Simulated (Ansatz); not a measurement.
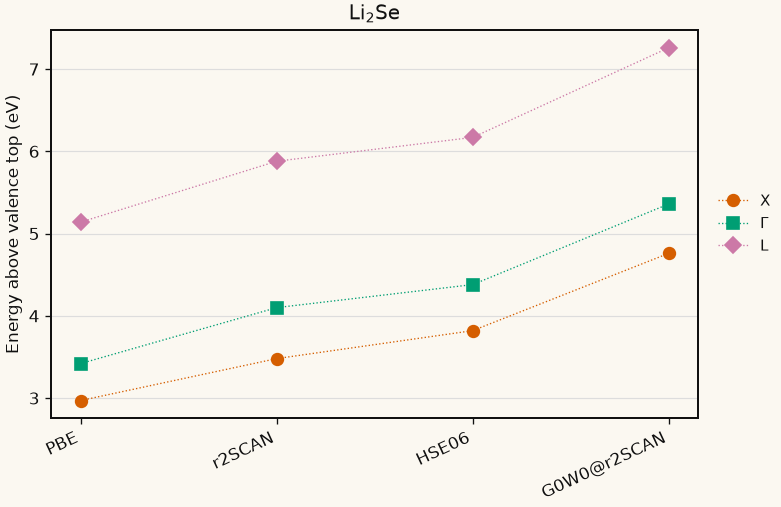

Lowest conduction level at each named k point, counted from the valence-band top at Γ, by several methods on one cell of antifluorite-type Li₂Se, space group Fm-3m, 3 atoms in the primitive cell, relaxed with r2SCAN; cubic a = 5.987 Å. All runs are without spin-orbit coupling and carry no moments.

```
     method  program  X (eV)  Γ (eV)  L (eV)
        PBE   Ansatz    2.97    3.42    5.14
     r2SCAN   Ansatz    3.48    4.10    5.88
      HSE06   Ansatz    3.82    4.38    6.17
G0W0@r2SCAN   Ansatz    4.76    5.36    7.26
```

**Estimate the G0W0@HSE06 values. It was run as: HSE06, Ansatz PAW set, 6×6×6 k mesh, 420 eV cutoff, fixed occupations (Ansatz 0.2.0), G0W0 with empty bands 294, screening cutoff 180 eV and frequency treatment contour deformation.**

It starts from HSE06, whose row gives 3.82 eV at X. G0W0@HSE06 gives 4.91 eV at X, 5.50 eV at Γ and 7.39 eV at L, which is +1.09 eV from HSE06 at X.

**Does G0W0@HSE06 shift these levels rigidly from HSE06?**

The shifts are +1.09 eV at X, +1.12 eV at Γ and +1.22 eV at L: a spread of 0.13 eV on a mean of 1.14 eV, so one shift describes them well.

**How do the methods rank at X?**

From low to high: PBE 2.97, r2SCAN 3.48, HSE06 3.82, G0W0@r2SCAN 4.76, G0W0@HSE06 4.91 eV.

Settings. PBE: Ansatz PAW set, 8×8×8 k mesh, 420 eV cutoff, Fermi-Dirac smearing of 0.02 eV (Ansatz). r2SCAN: Ansatz PAW set, 8×8×8 k mesh, 500 eV cutoff, fixed occupations (Ansatz). HSE06: Ansatz PAW set, 6×6×6 k mesh, 420 eV cutoff, fixed occupations (Ansatz). G0W0@r2SCAN: r2SCAN, Ansatz PAW set, 6×6×6 k mesh, 500 eV cutoff, fixed occupations (Ansatz 0.2.0), G0W0 with empty bands 294, screening cutoff 180 eV and frequency treatment contour deformation.

These are five of the 9 methods that were run on this cell. Spin-orbit coupling is left out, which matters for Se. The cell was built by a generator and needn't be a form met in nature. r2SCAN, HSE06, G0W0@r2SCAN and G0W0@HSE06: the PAW data sets were made with another functional. LDA, GGA and most meta-GGA functionals understate gaps. The GW values are at finite bands, cutoffs and mesh, short of the basis limit.
